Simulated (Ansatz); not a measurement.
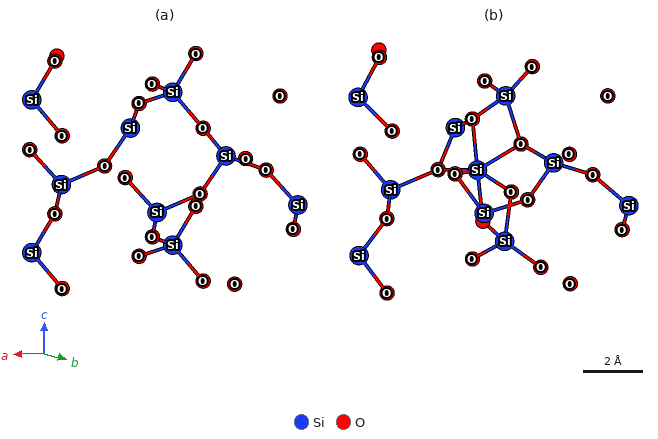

Left: perfect SiO2. Right: the same region with one point defect, after relaxing the atoms in a supercell of 72 sites. A ball-and-stick model of the atoms within 5.4 Å of one point, in a slice 5.0 Å thick across the line of sight, seen from a free direction.

Theory: DFT, PBEsol, PAW, plane waves in Ansatz 0.2.0. (plane-wave cutoff 420 eV; k-point mesh 1 × 1 × 1; mesh shifted by (0.25, 0.25, 0.25); no spin polarisation) Fermi-Dirac smearing of 0.01 eV. A uniform background neutralises the charged cell. The axes drawn are those of the host's conventional cell.

Q: Which defect is it?

A: An extra silicon atom is put between the host's atoms (an interstitial).

The charge state of the cell is +4.

Q: How does the lattice respond?

A: The Si atom starts with 6 O at 2.28 to 2.39 Å, 2 Si at 2.48 Å around its place and ends with 6 O at 1.82 to 1.92 Å. Of the host's atoms, an oxygen atom moves furthest from its site, by 0.68 Å. The Si atom itself moves 0.20 Å from where it was put.

Limits of the set-up: the cell is charged, on a uniform background, and energies carry no finite-size correction.
